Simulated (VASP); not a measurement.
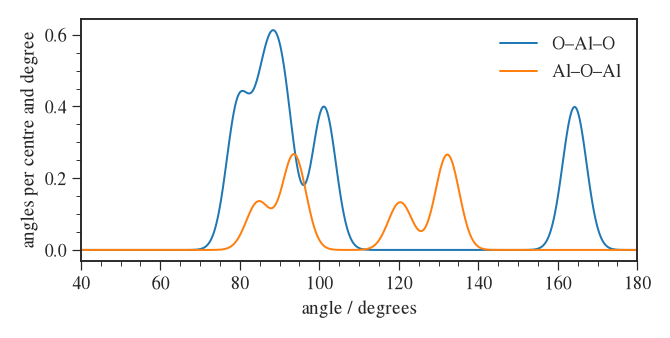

Bond-angle distributions computed from the structure of Al₂O₃; each angle is a Gaussian of σ = 3.0°. Bonds counted: Al–O up to 2.28 Å. Basis of the simulation: coordinates from a relaxation with VASP Kohn-Sham DFT of a periodic cell, PBE, VASP PAW PBE potentials, minimal, release 54 in VASP.

### Where do the angles cluster?

O–Al–O: 80–91° (9 per centre); 101° (3 per centre); 164° (3 per centre)
Al–O–Al: 85° (1 per centre); 94° (2 per centre); 120° (1 per centre); 132° (2 per centre)

The structure has space group R-3c (No. 167); other forms of this composition would give other results.
